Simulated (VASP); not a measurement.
# Run report: Ta, optical-spectrum calculation (part 3 of 3)

The same run, continued: Ta (Im-3m, 1 atom in the cell); Kohn-Sham DFT of a periodic cell, LDA, VASP PAW LDA potentials, recommended, no spin polarisation (VASP 6.6.1); cutoff 520 eV, 22×22×22 k-mesh, methfessel-paxton of 0.1 eV. The structure was built on a prototype by a generator; it need not be a known phase.

Geometry of the input (Å; fractional positions):
```
-1.6600  1.6600  1.6600
1.6600  -1.6600  1.6600
1.6600  1.6600  -1.6600
Ta 0.0000  0.0000  0.0000
```

### Parts of OUTCAR, continued
```
  frequency dependent IMAGINARY DIELECTRIC FUNCTION (independent particle, no local field effects) current-current
     E(ev)      X         Y         Z        XY        YZ        ZX
  --------------------------------------------------------------------------------------------------------------
     0.00000   182.74879   182.74879   182.74879    -0.00000    -0.00000    -0.00000
     0.52631     9.71391     9.71391     9.71391    -0.00000    -0.00000    -0.00000
     1.05261     9.62401     9.62401     9.62401    -0.00000     0.00000    -0.00000
     1.57892     8.69256     8.69256     8.69256    -0.00000    -0.00000    -0.00000
     2.10522    10.48561    10.48561    10.48561    -0.00000    -0.00000    -0.00000
     2.63153    18.74335    18.74335    18.74335    -0.00000    -0.00000     0.00000
     3.15783    17.58323    17.58323    17.58323    -0.00000    -0.00000     0.00000
     3.68414    14.85702    14.85702    14.85702     0.00000     0.00000    -0.00000
     4.21044    13.42732    13.42732    13.42732    -0.00000    -0.00000     0.00000
     4.73675    18.16257    18.16257    18.16257    -0.00000    -0.00000     0.00000
     5.26305    20.87992    20.87992    20.87992    -0.00000    -0.00000    -0.00000
     5.78936    10.62837    10.62837    10.62837     0.00000     0.00000     0.00000
     6.31566     5.94158     5.94158     5.94158     0.00000     0.00000     0.00000
     6.84197     4.07679     4.07679     4.07679     0.00000     0.00000     0.00000
     7.36827     3.80398     3.80398     3.80398    -0.00000    -0.00000     0.00000
     7.89458     3.60326     3.60326     3.60326     0.00000     0.00000     0.00000
     8.42088     4.15964     4.15964     4.15964     0.00000    -0.00000    -0.00000
     8.94719     4.25157     4.25157     4.25157     0.00000     0.00000    -0.00000
     9.47349     3.71995     3.71995     3.71995     0.00000    -0.00000     0.00000
     9.99980     2.56516     2.56516     2.56516     0.00000    -0.00000     0.00000
    10.52610     1.93737     1.93737     1.93737     0.00000    -0.00000     0.00000
    11.05241     1.03868     1.03868     1.03868    -0.00000    -0.00000     0.00000
    11.57871     0.69243     0.69243     0.69243     0.00000     0.00000    -0.00000
    12.10502     0.49712     0.49712     0.49712    -0.00000    -0.00000    -0.00000
    12.63133     0.14362     0.14362     0.14362     0.00000     0.00000     0.00000
    13.15763     0.04122     0.04122     0.04122    -0.00000    -0.00000    -0.00000
    13.68394     0.02170     0.02170     0.02170    -0.00000    -0.00000    -0.00000
    14.21024     0.01568     0.01568     0.01568    -0.00000    -0.00000    -0.00000
    14.73655     0.01231     0.01231     0.01231    -0.00000    -0.00000    -0.00000
    15.26285     0.01016     0.01016     0.01016    -0.00000    -0.00000    -0.00000
    15.78916     0.00869     0.00869     0.00869    -0.00000    -0.00000    -0.00000
    16.31546     0.00765     0.00765     0.00765    -0.00000    -0.00000    -0.00000
    16.84177     0.00688     0.00688     0.00688    -0.00000    -0.00000    -0.00000
    17.36807     0.00632     0.00632     0.00632    -0.00000    -0.00000    -0.00000
    17.89438     0.00589     0.00589     0.00589    -0.00000    -0.00000    -0.00000
    18.42068     0.00558     0.00558     0.00558    -0.00000    -0.00000    -0.00000
    18.94699     0.00534     0.00534     0.00534    -0.00000    -0.00000    -0.00000
    19.47329     0.00517     0.00517     0.00517    -0.00000    -0.00000    -0.00000
    19.99960     0.00506     0.00506     0.00506    -0.00000    -0.00000    -0.00000
    20.52590     0.00499     0.00499     0.00499    -0.00000    -0.00000    -0.00000
    21.05221     0.00496     0.00496     0.00496    -0.00000    -0.00000    -0.00000
    21.57851     0.00497     0.00497     0.00497    -0.00000    -0.00000    -0.00000
    22.10482     0.00501     0.00501     0.00501    -0.00000    -0.00000    -0.00000
    22.63112     0.00508     0.00508     0.00508    -0.00000    -0.00000    -0.00000
    23.15743     0.00519     0.00519     0.00519    -0.00000    -0.00000    -0.00000
    23.68373     0.00533     0.00533     0.00533    -0.00000    -0.00000    -0.00000
    24.21004     0.00552     0.00552     0.00552    -0.00000    -0.00000    -0.00000
    24.73635     0.00574     0.00574     0.00574    -0.00000    -0.00000    -0.00000
    25.26265     0.00601     0.00601     0.00601    -0.00000    -0.00000    -0.00000
    25.78896     0.00634     0.00634     0.00634    -0.00000    -0.00000    -0.00000
    26.31526     0.00673     0.00673     0.00673    -0.00000    -0.00000    -0.00000
    26.84157     0.00720     0.00720     0.00720    -0.00000    -0.00000    -0.00000
    27.36787     0.00778     0.00778     0.00778    -0.00000    -0.00000    -0.00000
    27.89418     0.00849     0.00849     0.00849    -0.00000    -0.00000    -0.00000
    28.42048     0.00936     0.00936     0.00936    -0.00000    -0.00000    -0.00000
    28.94679     0.01047     0.01047     0.01047    -0.00000    -0.00000    -0.00000
    29.47309     0.01190     0.01190     0.01190    -0.00000    -0.00000    -0.00000
    29.99940     0.01383     0.01383     0.01383    -0.00000    -0.00000    -0.00000
    30.52570     0.01653     0.01653     0.01653    -0.00000    -0.00000    -0.00000
    31.05201     0.02059     0.02059     0.02059    -0.00000    -0.00000    -0.00000
    31.57831     0.02741     0.02741     0.02741    -0.00000    -0.00000    -0.00000
    32.10462     0.04138     0.04138     0.04138    -0.00000    -0.00000     0.00000
    32.63092     0.08711     0.08711     0.08711    -0.00000    -0.00000     0.00000
    33.15723     0.76585     0.76585     0.76585    -0.00000    -0.00000     0.00000
    33.68353     1.09878     1.09878     1.09878    -0.00000    -0.00000     0.00000
    34.20984     0.65835     0.65835     0.65835    -0.00000     0.00000    -0.00000
    34.73614     0.63089     0.63089     0.63089    -0.00000    -0.00000     0.00000
    35.26245     1.12668     1.12668     1.12668    -0.00000    -0.00000    -0.00000
    35.78875     1.51759     1.51759     1.51759    -0.00000     0.00000    -0.00000
    36.31506     2.02083     2.02083     2.02083    -0.00000    -0.00000     0.00000
    36.84136     1.93269     1.93269     1.93269    -0.00000    -0.00000    -0.00000
    37.36767     2.05613     2.05613     2.05613     0.00000     0.00000    -0.00000
    37.89398     2.55638     2.55638     2.55638    -0.00000    -0.00000     0.00000
    38.42028     2.02622     2.02622     2.02622     0.00000     0.00000    -0.00000
    38.94659     1.28882     1.28882     1.28882    -0.00000    -0.00000    -0.00000
    39.47289     0.76771     0.76771     0.76771     0.00000     0.00000    -0.00000
    39.99920     0.65670     0.65670     0.65670    -0.00000    -0.00000     0.00000
    40.52550     0.45442     0.45442     0.45442     0.00000    -0.00000     0.00000
    41.05181     0.68762     0.68762     0.68762     0.00000    -0.00000     0.00000
    41.57811     0.36220     0.36220     0.36220    -0.00000    -0.00000     0.00000
    42.10442     0.41733     0.41733     0.41733     0.00000    -0.00000     0.00000
    42.63072     0.26696     0.26696     0.26696    -0.00000    -0.00000     0.00000
    43.15703     0.28327     0.28327     0.28327     0.00000    -0.00000    -0.00000
    43.68333     0.06627     0.06627     0.06627    -0.00000    -0.00000     0.00000
    44.20964     0.01755     0.01755     0.01755    -0.00000    -0.00000     0.00000
    44.73594     0.01047     0.01047     0.01047    -0.00000    -0.00000     0.00000
    45.26225     0.00743     0.00743     0.00743    -0.00000    -0.00000     0.00000
    45.78855     0.00569     0.00569     0.00569    -0.00000    -0.00000     0.00000
    46.31486     0.00455     0.00455     0.00455    -0.00000    -0.00000     0.00000
    46.84116     0.00374     0.00374     0.00374    -0.00000    -0.00000     0.00000
    47.36747     0.00313     0.00313     0.00313    -0.00000    -0.00000     0.00000
    47.89377     0.00267     0.00267     0.00267    -0.00000    -0.00000     0.00000
    48.42008     0.00230     0.00230     0.00230    -0.00000    -0.00000     0.00000
    48.94638     0.00200     0.00200     0.00200    -0.00000    -0.00000     0.00000
    49.47269     0.00175     0.00175     0.00175    -0.00000    -0.00000     0.00000
    49.99900     0.00155     0.00155     0.00155    -0.00000    -0.00000     0.00000
    50.52530     0.00138     0.00138     0.00138    -0.00000    -0.00000     0.00000
    51.05161     0.00123     0.00123     0.00123    -0.00000    -0.00000     0.00000
    51.57791     0.00110     0.00110     0.00110    -0.00000    -0.00000     0.00000
    52.10422     0.00099     0.00099     0.00099    -0.00000    -0.00000     0.00000

  frequency dependent      REAL DIELECTRIC FUNCTION (independent particle, no local field effects) current-current
     E(ev)        X           Y           Z          XY          YZ          ZX
  --------------------------------------------------------------------------------------------------------------
     0.00000    16.39547    16.39547    16.39547    -0.00000     0.00000    -0.00000
     0.52631    18.44608    18.44608    18.44608    -0.00000    -0.00000    -0.00000
     1.05261    17.57389    17.57389    17.57389     0.00000    -0.00000     0.00000
     1.57892    16.22876    16.22876    16.22876     0.00000    -0.00000    -0.00000
     2.10522    15.12017    15.12017    15.12017    -0.00000    -0.00000    -0.00000
     2.63153    12.86677    12.86677    12.86677    -0.00000    -0.00000     0.00000
     3.15783    10.04060    10.04060    10.04060     0.00000    -0.00000     0.00000
     3.68414     4.51618     4.51618     4.51618     0.00000    -0.00000     0.00000
     4.21044     7.81812     7.81812     7.81812    -0.00000    -0.00000     0.00000
     4.73675     6.27783     6.27783     6.27783    -0.00000    -0.00000     0.00000
     5.26305    -5.60921    -5.60921    -5.60921     0.00000     0.00000    -0.00000
     5.78936    -9.53300    -9.53300    -9.53300     0.00000     0.00000    -0.00000
     6.31566    -7.38571    -7.38571    -7.38571     0.00000     0.00000    -0.00000
     6.84197    -4.69473    -4.69473    -4.69473     0.00000     0.00000     0.00000
     7.36827    -3.64283    -3.64283    -3.64283     0.00000     0.00000    -0.00000
     7.89458    -1.97955    -1.97955    -1.97955     0.00000     0.00000    -0.00000
     8.42088    -1.81102    -1.81102    -1.81102    -0.00000    -0.00000    -0.00000
     8.94719    -2.66431    -2.66431    -2.66431     0.00000     0.00000     0.00000
     9.47349    -2.90196    -2.90196    -2.90196     0.00000     0.00000    -0.00000
     9.99980    -3.67206    -3.67206    -3.67206    -0.00000     0.00000    -0.00000
    10.52610    -3.06735    -3.06735    -3.06735     0.00000     0.00000    -0.00000
    11.05241    -2.62891    -2.62891    -2.62891     0.00000     0.00000    -0.00000
    11.57871    -2.13382    -2.13382    -2.13382     0.00000     0.00000    -0.00000
    12.10502    -2.06798    -2.06798    -2.06798    -0.00000     0.00000     0.00000
    12.63133    -1.49616    -1.49616    -1.49616    -0.00000     0.00000     0.00000
    13.15763    -1.10366    -1.10366    -1.10366    -0.00000     0.00000    -0.00000
    13.68394    -0.80766    -0.80766    -0.80766     0.00000     0.00000    -0.00000
    14.21024    -0.58358    -0.58358    -0.58358     0.00000     0.00000    -0.00000
    14.73655    -0.40230    -0.40230    -0.40230     0.00000     0.00000    -0.00000
    15.26285    -0.25062    -0.25062    -0.25062     0.00000     0.00000    -0.00000
    15.78916    -0.12095    -0.12095    -0.12095     0.00000     0.00000    -0.00000
    16.31546    -0.00837    -0.00837    -0.00837     0.00000     0.00000    -0.00000
    16.84177     0.09060     0.09060     0.09060     0.00000     0.00000    -0.00000
    17.36807     0.17848     0.17848     0.17848     0.00000     0.00000    -0.00000
    17.89438     0.25723     0.25723     0.25723     0.00000     0.00000    -0.00000
    18.42068     0.32834     0.32834     0.32834     0.00000     0.00000    -0.00000
    18.94699     0.39304     0.39304     0.39304     0.00000     0.00000    -0.00000
    19.47329     0.45230     0.45230     0.45230     0.00000     0.00000    -0.00000
    19.99960     0.50693     0.50693     0.50693     0.00000     0.00000    -0.00000
    20.52590     0.55763     0.55763     0.55763     0.00000     0.00000    -0.00000
    21.05221     0.60498     0.60498     0.60498    -0.00000     0.00000    -0.00000
    21.57851     0.64948     0.64948     0.64948    -0.00000     0.00000    -0.00000
    22.10482     0.69158     0.69158     0.69158    -0.00000     0.00000    -0.00000
    22.63112     0.73168     0.73168     0.73168    -0.00000     0.00000    -0.00000
    23.15743     0.77014     0.77014     0.77014    -0.00000     0.00000    -0.00000
    23.68373     0.80731     0.80731     0.80731    -0.00000     0.00000    -0.00000
    24.21004     0.84351     0.84351     0.84351    -0.00000     0.00000    -0.00000
    24.73635     0.87907     0.87907     0.87907    -0.00000     0.00000    -0.00000
    25.26265     0.91431     0.91431     0.91431    -0.00000     0.00000    -0.00000
    25.78896     0.94958     0.94958     0.94958    -0.00000     0.00000    -0.00000
    26.31526     0.98524     0.98524     0.98524    -0.00000    -0.00000    -0.00000
    26.84157     1.02173     1.02173     1.02173    -0.00000    -0.00000    -0.00000
    27.36787     1.05954     1.05954     1.05954    -0.00000    -0.00000    -0.00000
    27.89418     1.09925     1.09925     1.09925    -0.00000    -0.00000    -0.00000
    28.42048     1.14162     1.14162     1.14162    -0.00000    -0.00000    -0.00000
    28.94679     1.18764     1.18764     1.18764    -0.00000    -0.00000    -0.00000
    29.47309     1.23865     1.23865     1.23865    -0.00000    -0.00000    -0.00000
    29.99940     1.29661     1.29661     1.29661    -0.00000    -0.00000    -0.00000
    30.52570     1.36453     1.36453     1.36453    -0.00000    -0.00000    -0.00000
    31.05201     1.44746     1.44746     1.44746    -0.00000    -0.00000    -0.00000
    31.57831     1.55497     1.55497     1.55497    -0.00000    -0.00000    -0.00000
    32.10462     1.70925     1.70925     1.70925    -0.00000    -0.00000    -0.00000
    32.63092     1.98548     1.98548     1.98548    -0.00000    -0.00000    -0.00000
    33.15723     2.46573     2.46573     2.46573    -0.00000    -0.00000     0.00000
    33.68353     1.39276     1.39276     1.39276    -0.00000    -0.00000    -0.00000
    34.20984     1.57531     1.57531     1.57531    -0.00000    -0.00000    -0.00000
    34.73614     1.95177     1.95177     1.95177    -0.00000    -0.00000     0.00000
    35.26245     1.99710     1.99710     1.99710    -0.00000    -0.00000    -0.00000
    35.78875     1.93983     1.93983     1.93983     0.00000    -0.00000     0.00000
    36.31506     1.52966     1.52966     1.52966     0.00000     0.00000    -0.00000
    36.84136     1.21029     1.21029     1.21029     0.00000     0.00000     0.00000
    37.36767     1.07976     1.07976     1.07976     0.00000     0.00000     0.00000
    37.89398    -0.03038    -0.03038    -0.03038     0.00000     0.00000     0.00000
    38.42028     0.12855     0.12855     0.12855     0.00000     0.00000    -0.00000
    38.94659    -0.78355    -0.78355    -0.78355    -0.00000    -0.00000    -0.00000
    39.47289    -0.32794    -0.32794    -0.32794    -0.00000    -0.00000     0.00000
    39.99920    -0.26258    -0.26258    -0.26258     0.00000    -0.00000     0.00000
    40.52550    -0.10471    -0.10471    -0.10471     0.00000    -0.00000     0.00000
    41.05181    -0.05596    -0.05596    -0.05596    -0.00000     0.00000     0.00000
    41.57811     0.12957     0.12957     0.12957    -0.00000    -0.00000     0.00000
    42.10442     0.06949     0.06949     0.06949     0.00000     0.00000    -0.00000
    42.63072     0.08224     0.08224     0.08224    -0.00000     0.00000     0.00000
    43.15703     0.05734     0.05734     0.05734     0.00000     0.00000    -0.00000
    43.68333     0.05160     0.05160     0.05160     0.00000     0.00000    -0.00000
    44.20964     0.22017     0.22017     0.22017     0.00000     0.00000    -0.00000
    44.73594     0.30753     0.30753     0.30753     0.00000     0.00000    -0.00000
    45.26225     0.36910     0.36910     0.36910     0.00000     0.00000    -0.00000
    45.78855     0.41723     0.41723     0.41723     0.00000     0.00000    -0.00000
    46.31486     0.45682     0.45682     0.45682     0.00000     0.00000    -0.00000
    46.84116     0.49038     0.49038     0.49038     0.00000     0.00000    -0.00000
    47.36747     0.51944     0.51944     0.51944     0.00000     0.00000    -0.00000
    47.89377     0.54498     0.54498     0.54498     0.00000     0.00000    -0.00000
    48.42008     0.56770     0.56770     0.56770     0.00000     0.00000    -0.00000
    48.94638     0.58810     0.58810     0.58810     0.00000     0.00000    -0.00000
    49.47269     0.60656     0.60656     0.60656     0.00000     0.00000    -0.00000
    49.99900     0.62338     0.62338     0.62338     0.00000     0.00000    -0.00000
    50.52530     0.63878     0.63878     0.63878     0.00000     0.00000    -0.00000
    51.05161     0.65296     0.65296     0.65296     0.00000     0.00000    -0.00000
    51.57791     0.66606     0.66606     0.66606     0.00000     0.00000    -0.00000
    52.10422     0.67823     0.67823     0.67823     0.00000     0.00000    -0.00000
```

### CONTCAR
```
Ta
   1.00000000000000
    -1.6599999999999999    1.6599999999999999    1.6599999999999999
     1.6599999999999999   -1.6599999999999999    1.6599999999999999
     1.6599999999999999    1.6599999999999999   -1.6599999999999999
  Ta
     1
Direct
     0.0000000000000000    0.0000000000000000    0.0000000000000000

  0.00000000E+00  0.00000000E+00  0.00000000E+00
```

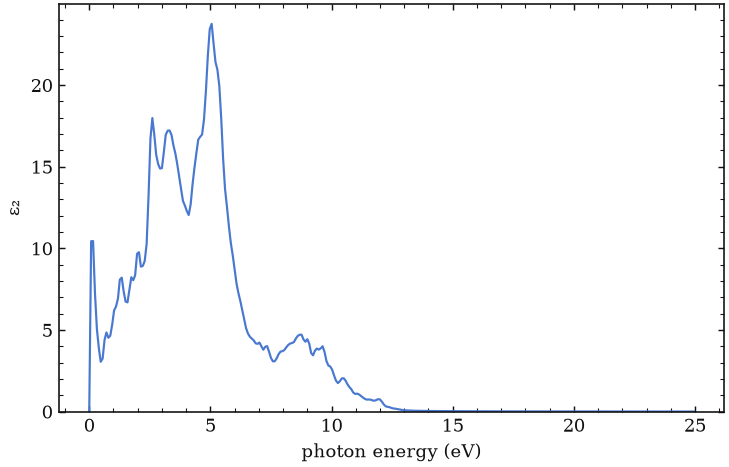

*Imaginary part of the dielectric function (first component that the program prints).*

The highest peak, 23.8, lies at 5.05 eV.

### Results in brief

| quantity | value |
| --- | --- |
| outcome | converged |
| space group (tolerance 0.01 Å) | Im-3m (229) |
| electrons treated | 11 |
| free energy | −12.7902 eV |
| Fermi energy of the self-consistent step | 5.265 eV |
| gap on the k-point mesh | none (metallic) |
| pressure | −11.22 GPa |
| largest force (length of the vector) | under 0.001 eV/Å |
| wall time | 51 s |
| peak memory | 0.25 GiB |

Spin–orbit coupling is left out, which matters for Ta. The cell is under a tension of 11.2 GPa at this level, so it is not at its equilibrium volume.
